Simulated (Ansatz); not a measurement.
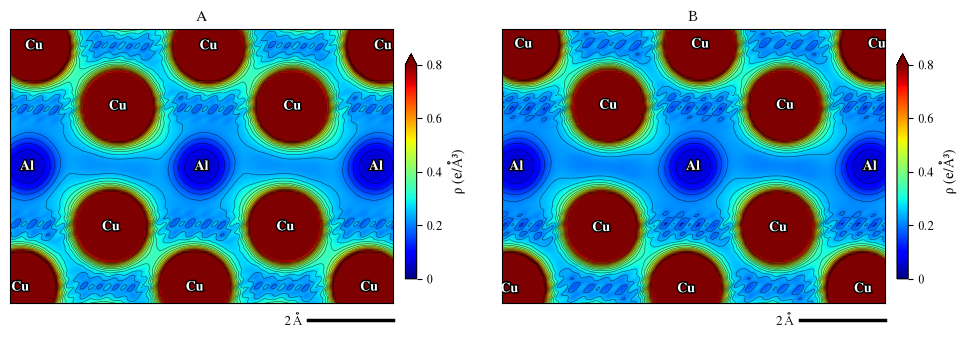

AlCu3. The valence pseudo-density of two cells that differ in size, on the (011̄) plane of each (indices in the axes of the calculation cell), at one length scale and on one colour scale; one has 11.6 and the other 12.0 Å³ an atom.

Space group R-3m; a point of a scan over the structure, not its minimum; a structure from a database of computed crystals, not necessarily the ambient phase; computed without spin polarisation; PAW files of the earlier set (soft_1).

The calculation used Ansatz 0.2.0, DFT LDA, scalar-relativistic, plane waves, PAW.

In a PAW calculation such maps are meaningful between the atoms, not at the nuclei.

The larger cell:

```
CELL_PARAMETERS angstrom
0.11788 2.94703 2.94703
2.94703 0.11788 2.94703
2.94703 2.94703 0.11788
ATOMIC_POSITIONS crystal
Al 0.00000 0.00000 0.00000
Cu 0.50000 0.50000 0.50000
Cu 0.25000 0.25000 0.25000
Cu 0.75000 0.75000 0.75000
```

The smaller cell: a = 4.115 Å, b = 4.115 Å, c = 4.115 Å, α = 57.35°, β = 57.35°, γ = 57.35°.

Q: Which is the denser cell? Describe the effect of the change.

A: Panel A is the smaller cell, by 4 % in volume. From the larger cell to the smaller, Al–Cu goes from 2.47 to 2.44 Å; Cu–Cu goes from 2.47 to 2.44 Å, and the density at its midpoint from 0.31 to 0.33 e/Å³; the pressure goes from −5 to 0.7 GPa.
